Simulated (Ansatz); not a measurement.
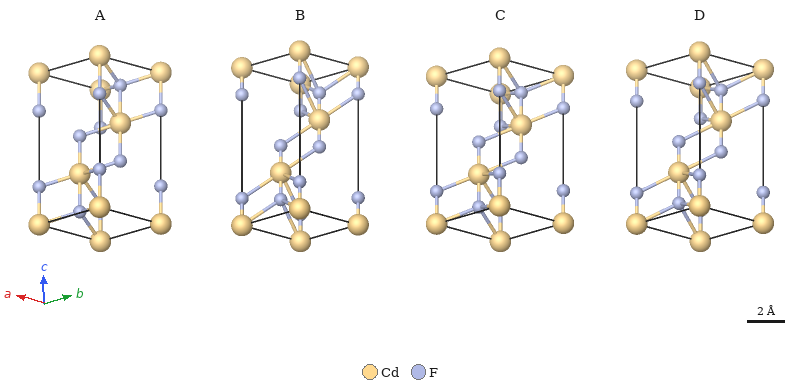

4 geometries from one relaxation of solid CdF$_{2}$ (a generated structure, set up in R-3m) (coarse preliminary run), in shuffled order. A ball-and-stick model of the conventional cell (3 times the calculation's cell), seen from a free direction. Lengths and directions refer to the drawn axes.

Level of theory: DFT PBE, scalar-relativistic, plane waves, PAW (Ansatz). Settings: plane-wave cutoff 420 eV; k-point mesh 6 × 6 × 6; occupations gaussian; smearing width 0.1 eV; no spin polarisation; cell and atoms relaxed; force threshold 0.04 eV/Å; at most 70 steps.

### Order the frames from highest to lowest energy.

B, D, C, A. They are steps 0, 2, 3, 9, at +1782 meV per atom, +466 meV per atom, +204 meV per atom relative to the last. The energy falls by 1782 meV per atom in 7 accepted moves (9 points after the start). Largest force component: 10 eV/Å at the start, 0.0016 eV/Å at the end. Pressure: 67.72 GPa at the start and 0.15 GPa at the end. At 2 points the geometry stayed and the basis and grid were re-selected for the new cell (energy shift of 5.6 meV per atom at most each time). The largest moves relative to the cell, 0.75 Å, are those of F atoms. Cd stays in place. The volume changes by +5.4 %, with a = b 3.689 → 3.864 Å (+4.8 %), c 9.924 → 9.537 Å (−3.9 %). Among the contacts that change: Cd–F 1.694 → 2.382 Å, Cd–F 2.672 → 2.369 Å. The space group stays R-3m (No. 166).
